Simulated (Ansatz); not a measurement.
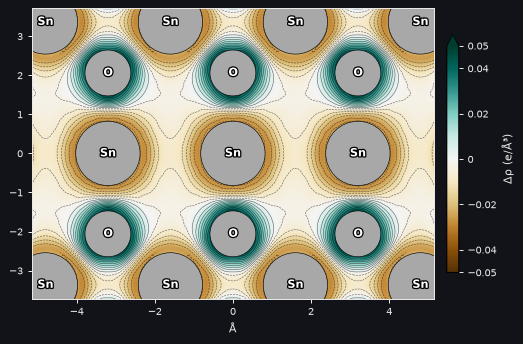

SnO2. Difference of the valence pseudo-densities of two functionals at the same geometry, on the (11̄0) plane of the calculation cell: one of LDA and r2SCAN less the other.

Both computed with Ansatz (plane waves, PAW), on the same k-point mesh. Grey discs cover the atomic cores.

```
Sn O
1.0
     4.76049    0.00000    0.00000
     0.00000    4.76049    0.00000
     0.00000    0.00000    3.20016
Sn O
2 4
Direct
  0.00000 0.00000 0.00000
  0.50000 0.50000 0.50000
  0.30588 0.30588 0.00000
  0.19412 0.80588 0.50000
  0.69412 0.69412 0.00000
  0.80588 0.19412 0.50000
```

> Which was subtracted from which, and what does the map show?

It is r2SCAN less LDA. Against LDA, r2SCAN gives less density around Sn (−0.022 e/Å³ on average at 1.0 Å from the nucleus), more density around O (+0.025 e/Å³ on average at 0.7 Å from the nucleus), less density in the space between the atoms (−0.003 e/Å³ on average) and a change of −0.017 e/Å³ at the midpoint of Sn–O.
